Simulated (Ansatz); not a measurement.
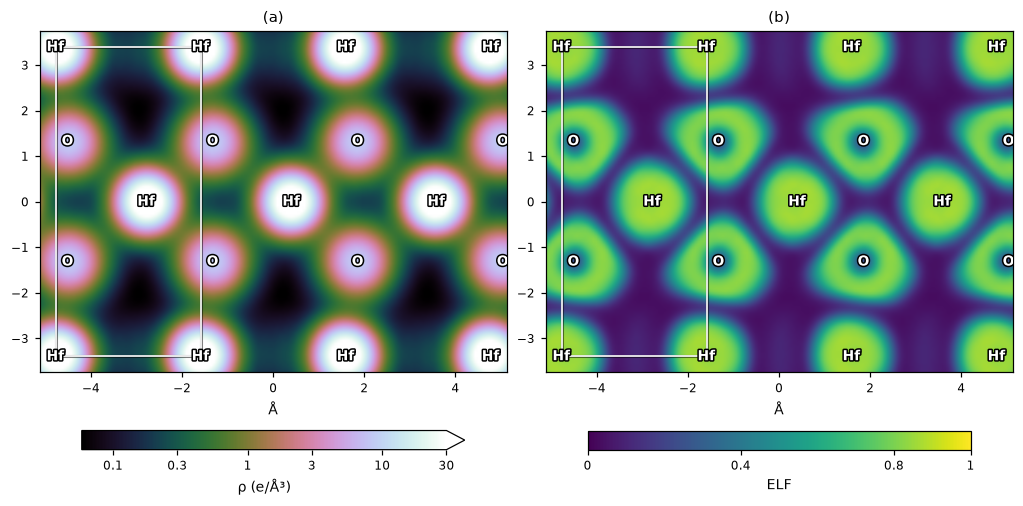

HfO₂. (a) valence pseudo-density; (b) ELF on the (11̄0) plane of the conventional cell.

Space group P-42₁m; a point of a scan over the structure, not its minimum; a structure from a database of computed crystals, not necessarily the ambient phase; changed on purpose from its base cell (mode 4 frozen in at -0.203 Å, equal normal strain along x, y and z -0.0167); not relaxed (largest force 1.7 eV/Å); computed pressure about 14 GPa in this cell; PAW files of the earlier set (soft_1).

These are results of Ansatz, DFT PBE, scalar-relativistic, plane waves, PAW, not measurements.

Core electrons are frozen (PAW), and the valence fields are smoothed inside the atomic spheres.

**Read the bonding off the picture.**

- Atoms in the plane: Hf and O.
- Hf–O (1.97 Å): ρ is about 0.91 e/Å³ halfway; the ELF peaks at about 0.80 in the valence shell of O, 0.6 Å from its nucleus, and drops to about 0.20 between the two atoms; no localised pair shows between them.
- Hf–Hf (3.18 Å): ρ is about 0.22 e/Å³ halfway; the ELF is about 0.10 at the midpoint (no localised pair shows between them).
- Hf–O (2.09 Å): the density is about 0.68 e/Å³ at the midpoint; the ELF peaks at about 0.80 in the valence shell of O, 0.6 Å from its nucleus, and drops to about 0.20 between the two atoms; no localised pair shows between them.
- Hf–O (2.18 Å): ρ is about 0.56 e/Å³ halfway; the ELF peaks at about 0.80 in the valence shell of O, 0.6 Å from its nucleus, and drops to about 0.15 between the two atoms (no localised pair shows between them).
- Between the atoms the lowest density in this plane is 0.06 e/Å³.
- The features right at Hf lie inside the PAW spheres, where the map follows smoothed inner orbitals and isn't to be read closely.

**Does the calculation make it a metal, or give it a gap?**

It is gapped, with a Kohn–Sham gap of 4.3 eV on the k-point mesh (the band edges may lie off the mesh, which would make the gap smaller).
